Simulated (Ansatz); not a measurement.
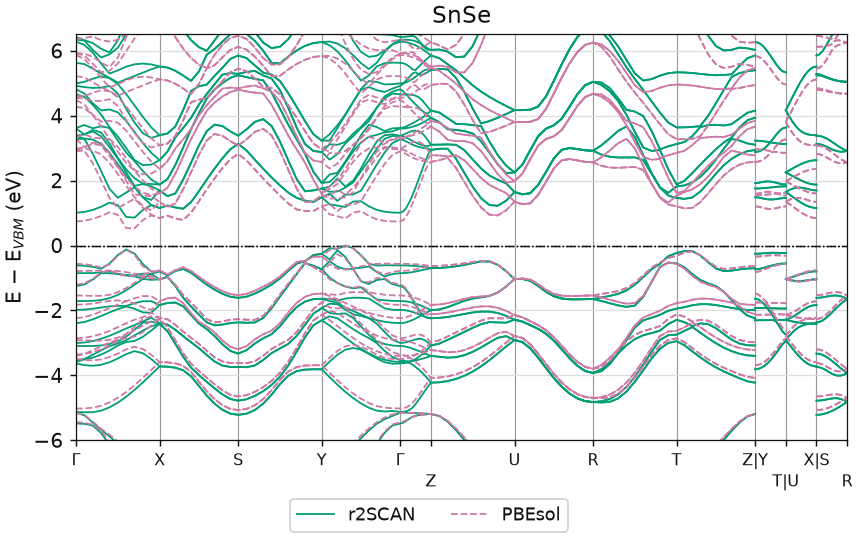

Band structures of SnSe, space group Pnma (No. 62), 8 atoms in the cell (a = 11.42 Å, b = 4.19 Å, c = 4.46 Å, α = 90.00°, β = 90.00°, γ = 90.00°), by two methods on the same cell. Each is counted from its own valence-band top.

**What changes from one method to the other?**

r2SCAN gives a gap of 0.86 eV along the path and PBEsol gives a gap of 0.53 eV along the path. Over the top 3 filled bands the two differ by 0.06 eV on average.

Settings. r2SCAN: Ansatz PAW, no spin polarisation, no spin-orbit coupling, 3×6×6 k mesh, 500 eV cutoff, Fermi-Dirac smearing of 0.05 eV (Ansatz). PBEsol: Ansatz PAW, no spin polarisation, no spin-orbit coupling, 3×6×6 k mesh, 420 eV cutoff, Fermi-Dirac smearing of 0.05 eV (Ansatz 0.2.0).

Points of the k mesh that the path doesn't sample narrow the gap to 0.82 eV (r2SCAN) and 0.48 eV (PBEsol). In reduced coordinates of the cell that was run, X is (0, 0.5, 0), S is (0, 0.5, 0.5), Y is (0, 0, 0.5), Z is (0.5, 0, 0), U is (0.5, 0.5, 0), R is (0.5, 0.5, 0.5) and T is (0.5, 0, 0.5). Spin-orbit coupling is left out, which matters for Sn and Se. The PAW data sets were made with another functional. LDA, GGA and most meta-GGA functionals understate gaps.
